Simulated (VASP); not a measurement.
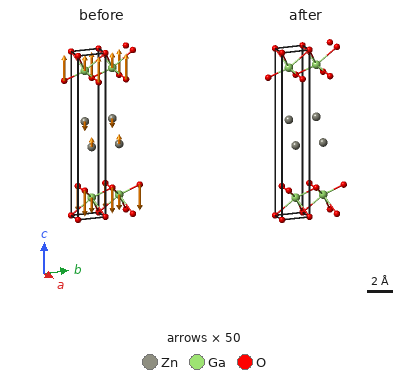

The structure of solid Zn2Ga2O3 (a generated structure, set up in P-3m1) before (left) and after (right) a relaxation, at one scale. The orange arrows give the displacements (the part carried along by the change of the cell is left out), 50 times their true length.

The picture is a ball-and-stick view of the cell of the calculation, repeated 1 × 2 × 1 with one cell outlined, seen slightly off an axis.

The run lets cell and atoms move.

Method: VASP 6.6.1, Kohn-Sham DFT of a periodic cell, PBE, VASP PAW PBE potentials, recommended.

Input file:
```
ALGO = Normal ; EDIFF = 1E-7
EDIFFG = -0.005 ; ENCUT = 520
GGA = PE ; IBRION = 2
ISIF = 3 ; ISMEAR = 0
KPAR = 4 ; LASPH = T
LCHARG = F ; LREAL = F
LWAVE = F ; NELM = 120
NSW = 60 ; POTIM = 0.3
PREC = Accurate ; SIGMA = 0.1
```

Command:
```bash
cat potpaw_PBE.64/Zn/POTCAR potpaw_PBE.64/Ga_d/POTCAR potpaw_PBE.64/O/POTCAR > POTCAR
mpirun -np 4 vasp_std > vasp.out
```

### Describe what moved and what it gained.

Over 23 geometry steps the energy falls by 1.7 meV per cell of the calculation. The largest force component goes from 0.0082 to 0.0048 eV/Å. The pressure goes from 0.16 to 0.01 GPa. The largest moves relative to the cell, 0.043 Å, are those of O atoms. By element the largest moves are O 0.043 Å, Ga 0.026 Å, Zn 0.016 Å. The drawn cell changes as follows: a = b unchanged at 2.980 Å, c 13.521 → 13.776 Å (+1.9 %); the volume changes by +1.9 %. The space group stays P-3m1 (No. 164).

Limits of the set-up: layers or molecules are held without a dispersion correction, so their spacing is unreliable.
